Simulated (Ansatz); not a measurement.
## What a change does: single-point calculation on Hf

System: Hf (3 atoms in the cell).
Method of run A: Kohn-Sham DFT of a periodic cell, r2SCAN, Ansatz PAW, no spin polarisation (Ansatz 0.2.0).

The structure derives from a Materials Project entry. Text and figures count atoms from 1; the logs count them from 0 in places.

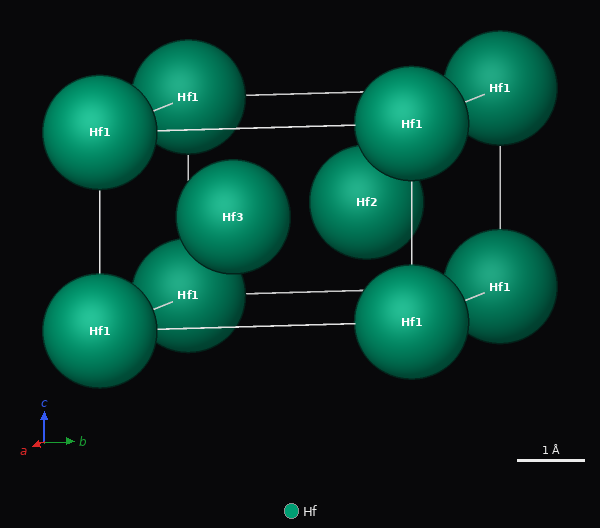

The input geometry (spheres-only view of the cell of the calculation, seen slightly off an axis; atoms are numbered from 1 in the order of the input).

**Input file, run A**
```yaml
crystal:
  lattice:
    - [4.8610290882, 0.0, 0.0]
    - [-2.4305145441, 4.2097746788, 0.0]
    - [0.0, 0.0, 3.0232302404]
  atoms:
    - { symbol: Hf, position: [0.0, 0.0, 0.0] }
    - { symbol: Hf, position: [0.3333333333, 0.6666666667, 0.5] }
    - { symbol: Hf, position: [0.6666666667, 0.3333333333, 0.5] }
hamiltonian:
  xc: r2scan
  pseudopotentials: { kind: paw }
kpoints:
  mp_grid: { grid: [6, 6, 9] }
scf:
  occupations: { method: fermi_dirac, width: 0.05 }
output:
  forces: true
  stress: true
  eigenvalues: true
```

Command:
```bash
ansatz run input.yaml --threads 2 --pin off --max-ram 5632MiB --backend cpu --events-out ev --progress --plain --runs-dir out
```

Hardware: 2 threads of Arm Neoverse V2, 24 GiB of memory available, shared host.

**Output, shortened to warnings, some set-up lines, iterations and results (run A)**
```
Basis set: ecut = 500 eV, 1553 PW (Γ), exchange–correlation on 144×144×96 points (64 copies of the dense FFT grid, shifted against one another)
Symmetry: 24 space group operations
k-points: 35 of 324
Initial density: superposition of atomic densities (neutral atoms: chi_scale 0, normalization atom), corrected by the library's trained network
[...]
SCF iter   1: F=—  HF=-47198.970561 eV  |F-HF|=—  |Δ(HF+E_count)|=         —  Δρ=1.31e-2  dr2=2.09e-1  dr2_τ=6.06e-2  ethr=1.77e-3  ⟨swp⟩=4.5  Hψ=4850  notcnv=0
SCF iter   2: F=—  HF=-47198.978418 eV  |F-HF|=—  |Δ(HF+E_count)|=   7.86e-3  Δρ=5.38e-3  dr2=1.96e-2  dr2_τ=6.47e-3  ethr=2.69e-4  ⟨swp⟩=2.0  Hψ=3102  notcnv=0  defer=59
SCF iter   3: F=—  HF=-47198.978782 eV  |F-HF|=—  |Δ(HF+E_count)|=   3.64e-4  Δρ=3.99e-3  dr2=1.07e-2  dr2_τ=5.31e-4  ethr=2.52e-5  ⟨swp⟩=2.1  Hψ=2177  notcnv=0  defer=59
SCF iter   4: F=—  HF=-47198.980070 eV  |F-HF|=—  |Δ(HF+E_count)|=   1.29e-3  Δρ=2.09e-3  dr2=2.34e-3  dr2_τ=1.63e-4  ethr=1.37e-5  ⟨swp⟩=2.2  Hψ=2087  notcnv=0  defer=59
SCF iter   5: F=—  HF=-47198.980560 eV  |F-HF|=—  |Δ(HF+E_count)|=   4.90e-4  Δρ=7.35e-4  dr2=4.61e-4  dr2_τ=4.59e-5  ethr=3.00e-6  ⟨swp⟩=2.7  Hψ=2958  notcnv=0  defer=59
SCF iter   6: F=—  HF=-47198.980396 eV  |F-HF|=—  |Δ(HF+E_count)|=   1.63e-4  Δρ=1.96e-4  dr2=2.73e-5  dr2_τ=1.75e-6  ethr=5.92e-7  ⟨swp⟩=2.0  Hψ=2958  notcnv=0  defer=59
SCF iter   7: F=—  HF=-47198.980399 eV  |F-HF|=—  |Δ(HF+E_count)|=   3.08e-6  Δρ=6.08e-5  dr2=4.07e-6  dr2_τ=4.65e-7  ethr=3.50e-8  ⟨swp⟩=2.0  Hψ=2962  notcnv=0  defer=59
SCF iter   8: F=—  HF=-47198.980399 eV  |F-HF|=—  |Δ(HF+E_count)|=   3.94e-7  Δρ=2.23e-5  dr2=4.26e-7  dr2_τ=3.33e-8  ethr=5.22e-9  ⟨swp⟩=2.0  Hψ=2962  notcnv=0  defer=59
SCF iter   9: F=-47198.980399 eV  HF=-47198.980399 eV  |F-HF|=4.27e-8  |Δ(HF+E_count)|=   6.68e-8  Δρ=7.57e-6  dr2=8.07e-8  dr2_τ=3.43e-9  ethr=1.28e-10  ⟨swp⟩=8.4  Hψ=6647  …
SCF 1 converged in 9 iterations: F = -47198.980399 eV  dr2 = 8.07e-8
SCF converged after 9 iterations
Free energy (F): -47198.980399 eV
Harris-Foulkes:  -47198.980399 eV  (|F-HF|=4.27e-8)
Internal energy: -47198.961063 eV  (E = F + TS)
E sigma→0 (E₀):  -47198.970731 eV
Entropy (-TS):   -0.019336 eV (-6.445 meV/atom)
Fermi energy:    21.487579 eV
--- Per-component energies (eV) ---
  E_band       = 211.172533
  E_kinetic    = 1283.189264
  E_local      = -14609.429660  (includes V_loc(G=0)·N_el)
  E_nonlocal   = -3745.108925
  E_hartree    = 6933.709974
  E_xc         = -853.588702
  E_vxc        = -885.133664  (∫ρ·V_xc dr)
  E_paw        = -20859.026678  (= ΣΔE_a)
  E_vpaw       = 4256.458587  (= ΣTr[D̂ρ^β])
  E_aug_tail   = -0.000003  (compensation charges beyond the density's cutoff)
  E_vtau       = 43.780524  (kinetic-family band-sum trace: ∫τ·v_τ [+ j·A + Jᵃ·Aᵃ] dr)
  E_ewald      = -15349.670898
  E_core_change = 0.964566  (= ΣΔE_core)
  E_smearing   = -0.019336  (= −TS)
  E_closure    = 0.000000  (closes the sum)
  Σ components = -47198.980399   (vs F -47198.980399, Δ=0.00e0)
--- Forces (eV/Å), atoms counted from 1 ---
  atom   1  Hf     0.00000000     0.00000000     0.00000000
  atom   2  Hf    -0.00000000     0.00000000     0.00000000
  atom   3  Hf    -0.00000000    -0.00000000     0.00000000
  max |Σ_I F_I| component: 5.55e-17 eV/Å
--- Stress (GPa, compression-positive) ---
        8.379500      -0.000000       0.000000
       -0.000000       8.379500       0.000000
        0.000000       0.000000       8.867963
  P = ⅓ Tr σ = 8.5423 GPa (85.423 kbar)
```

Run B used a changed input.

**The two runs side by side**

```csv
quantity,run A,run B
outcome,converged,converged
free energy per atom (eV),−15732.9935,−15476.8358
"energy per atom, smearing taken to zero (eV)",−15732.9902,−15476.8318
gap on the mesh (eV),0.00,0.00
pressure (GPa),8.54,0.10
largest force (eV/Å),0.000,0.000
SCF iterations,9,9
irreducible k-points,35,35
plane waves at Γ,1553,1193
wall time (shared host),6 s,2.8 s
```

What was changed in the input?

The change (lines with − go, lines with + come):
```diff
-  xc: r2scan
+  xc: lda
```

The total energies belong to different methods, so their difference says nothing on which is more stable or more accurate. The pressure goes from 8.54 to 0.10 GPa. The functional changes from r2SCAN to LDA. The number of SCF iterations is the same. The default cutoff goes from 500 to 420 eV with the change. The plane waves at Γ go from 1553 to 1193. On the same kind of shared host run B took about 0.46 times as long.

**Output, shortened to warnings, some set-up lines, iterations and results (run B)**
```
Basis set: ecut = 420 eV, 1193 PW (Γ)
Symmetry: 24 space group operations
k-points: 35 of 324
Initial density: superposition of atomic densities (neutral atoms: chi_scale 0, normalization atom), corrected by the library's trained network
[...]
SCF iter   1: F=—  HF=-46430.561501 eV  |F-HF|=—  |Δ(HF+E_count)|=         —  Δρ=1.38e-2  dr2=3.31e-1  ethr=1.77e-3  ⟨swp⟩=5.0  Hψ=4924  notcnv=0  defer=3
SCF iter   2: F=—  HF=-46430.515053 eV  |F-HF|=—  |Δ(HF+E_count)|=   4.64e-2  Δρ=5.29e-3  dr2=3.41e-2  ethr=4.24e-4  ⟨swp⟩=2.0  Hψ=2107  notcnv=0  defer=57
SCF iter   3: F=—  HF=-46430.508841 eV  |F-HF|=—  |Δ(HF+E_count)|=   6.21e-3  Δρ=1.86e-3  dr2=3.38e-3  ethr=4.37e-5  ⟨swp⟩=2.0  Hψ=2497  notcnv=0  defer=60
SCF iter   4: F=—  HF=-46430.507391 eV  |F-HF|=—  |Δ(HF+E_count)|=   1.45e-3  Δρ=1.09e-3  dr2=9.62e-4  ethr=4.34e-6  ⟨swp⟩=2.0  Hψ=2962  notcnv=0  defer=60
SCF iter   5: F=—  HF=-46430.507383 eV  |F-HF|=—  |Δ(HF+E_count)|=   8.42e-6  Δρ=2.96e-4  dr2=7.40e-5  ethr=1.23e-6  ⟨swp⟩=2.0  Hψ=2952  notcnv=0  defer=60
SCF iter   6: F=—  HF=-46430.507376 eV  |F-HF|=—  |Δ(HF+E_count)|=   6.75e-6  Δρ=1.18e-4  dr2=8.45e-6  ethr=9.49e-8  ⟨swp⟩=2.0  Hψ=2927  notcnv=0  defer=60
SCF iter   7: F=—  HF=-46430.507364 eV  |F-HF|=—  |Δ(HF+E_count)|=   1.17e-5  Δρ=6.36e-5  dr2=2.78e-6  ethr=1.08e-8  ⟨swp⟩=2.4  Hψ=2983  notcnv=0  defer=60
SCF iter   8: F=—  HF=-46430.507364 eV  |F-HF|=—  |Δ(HF+E_count)|=   9.11e-8  Δρ=2.59e-5  dr2=1.09e-6  ethr=3.56e-9  ⟨swp⟩=2.0  Hψ=2956  notcnv=0  defer=60
SCF iter   9: F=-46430.507364 eV  HF=-46430.507364 eV  |F-HF|=1.33e-8  |Δ(HF+E_count)|=   2.09e-7  Δρ=4.96e-6  dr2=2.23e-8  ethr=1.28e-10  ⟨swp⟩=8.8  Hψ=7902  notcnv=0
SCF 1 converged in 9 iterations: F = -46430.507364 eV  dr2 = 2.23e-8
SCF converged after 9 iterations
Free energy (F): -46430.507364 eV
Harris-Foulkes:  -46430.507364 eV  (|F-HF|=1.33e-8)
Internal energy: -46430.483545 eV  (E = F + TS)
E sigma→0 (E₀):  -46430.495455 eV
Entropy (-TS):   -0.023819 eV (-7.940 meV/atom)
Fermi energy:    21.197096 eV
--- Per-component energies (eV) ---
  E_band       = 230.809159
  E_kinetic    = 1283.869014
  E_local      = -14649.094218  (includes V_loc(G=0)·N_el)
  E_nonlocal   = -3697.581703
  E_hartree    = 6930.458920
  E_xc         = -896.071749
  E_vxc        = -804.006582  (∫ρ·V_xc dr)
  E_paw        = -20059.764635  (= ΣΔE_a)
  E_vpaw       = 4236.703447  (= ΣTr[D̂ρ^β])
  E_aug_tail   = -0.000004  (compensation charges beyond the density's cutoff)
  E_ewald      = -15349.670898
  E_core_change = 7.371728  (= ΣΔE_core)
  E_smearing   = -0.023819  (= −TS)
  E_closure    = -0.000000  (closes the sum)
  Σ components = -46430.507364   (vs F -46430.507364, Δ=0.00e0)
--- Forces (eV/Å), atoms counted from 1 ---
  atom   1  Hf     0.00000000    -0.00000000     0.00000000
  atom   2  Hf    -0.00000000     0.00000000     0.00000000
  atom   3  Hf    -0.00000000    -0.00000000     0.00000000
  max |Σ_I F_I| component: 7.40e-17 eV/Å
--- Stress (GPa, compression-positive) ---
       -0.270071      -0.000000       0.000000
       -0.000000      -0.270071       0.000000
        0.000000       0.000000       0.826782
  P = ⅓ Tr σ = 0.0955 GPa (0.955 kbar)
```

For both runs: Spin–orbit coupling is left out, which matters for Hf. For run A: The cell is under a pressure of 8.5 GPa at this level, so it is not at its equilibrium volume.
